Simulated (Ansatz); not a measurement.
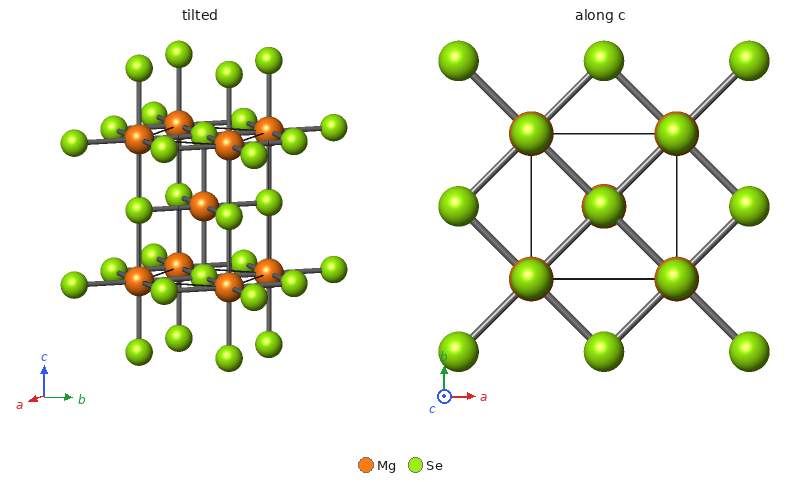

We look at a ball-and-stick model of the crystal slightly off an axis and along the c axis. Lines trace the edges of the conventional unit cell. Some atoms of the next cells are drawn as well.

MgSe, space group I4/mmm (No. 139), a = 3.82 Å, b = 3.82 Å, c = 5.58 Å, α = 90.00°, β = 90.00°, γ = 90.00°.

The numbers come from DFT PBE, scalar-relativistic, plane waves, PAW in Ansatz, using a kinetic-energy cutoff of 420 eV, k-points about 0.21 Å⁻¹ apart, Gaussian smearing of 0.02 eV, no spin polarisation.

Is it conducting or gapped at this level?

Answer. A semiconductor at this level, with a gap of 1.68 eV.

Give the pressure and its sign.

Answer. The computed pressure is 1.9 GPa (compressed: it would expand). The stress isn't hydrostatic: its largest component is 2.9 GPa.

The model was built from a structure listed in the Materials Project. The cell was then strained or its atoms displaced on purpose. It went into a calculation with Ansatz.
